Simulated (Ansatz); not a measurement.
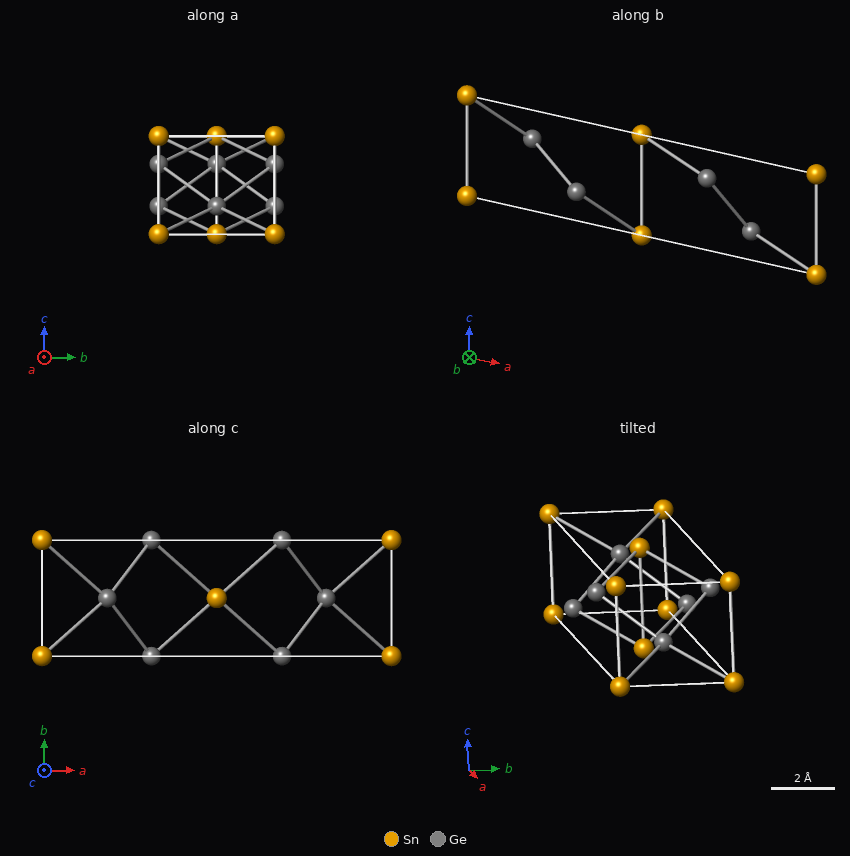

An orthographic ball-and-stick view of the structure, along the a axis, along the b axis, along the c axis and slightly off an axis. Lines trace the edges of the conventional unit cell.

Lattice parameters: a = 11.457 Å, b = 3.711 Å, c = 3.216 Å, α = 90.00°, β = 102.72°, γ = 90.00°.

Question: Give the atomic positions as a table of Wyckoff sites, with free fractional coordinates to two decimals.

Answer: Space group C2/m (No. 12).
| atom | site | x | y | z |
| --- | --- | --- | --- | --- |
| Sn | 2a | 0.00 | 0.00 | 0.00 |
| Ge | 4i | 0.19 | 0.50 | 0.71 |

The cell started as a structure type filled with these elements by a generator (whether the compound takes this form wasn't checked). The picture shows the end point of a geometry optimisation with DFT PBE, scalar-relativistic, plane waves, PAW in Ansatz 0.2.0.
